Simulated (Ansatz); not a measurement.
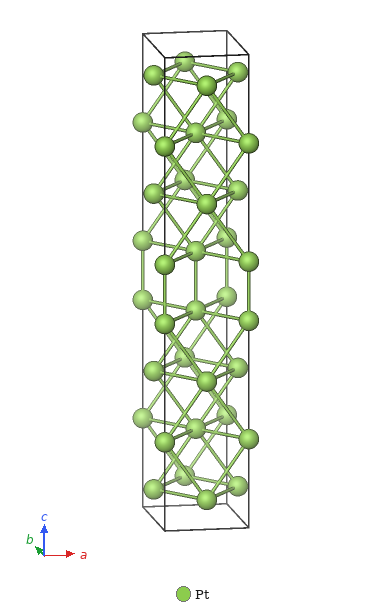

View slightly off an axis, drawn as a ball-and-stick model. The conventional unit cell is outlined; an atom on or near a face, edge or corner is repeated at each equivalent position.

Pt, space group Fmmm (No. 69), a = 3.14 Å, b = 4.44 Å, c = 17.76 Å, α = 90.00°, β = 90.00°, γ = 90.00°.

Electronic-structure method: DFT r2SCAN, scalar-relativistic, plane waves, PAW (Ansatz). Parameters: plane-wave cutoff 500 eV, k-points about 0.11 Å⁻¹ apart, Gaussian smearing of 0.15 eV, no spin polarisation.

Is it conducting or gapped at this level?

Answer. A metal: bands cross the Fermi level.

Give the pressure and its sign.

Answer. The computed pressure is 14.5 GPa (compressed: it would expand). The stress isn't hydrostatic: its largest component is 21.6 GPa.

The structure comes from a structure listed in the Materials Project. The cell was then strained or its atoms displaced on purpose. It went into a calculation with Ansatz.

At this level of theory the run's own cell isn't at rest (compressed, at 15 GPa and forces up to 6.9 eV/Å), so its distances can differ from those at equilibrium, the more so the softer the solid.
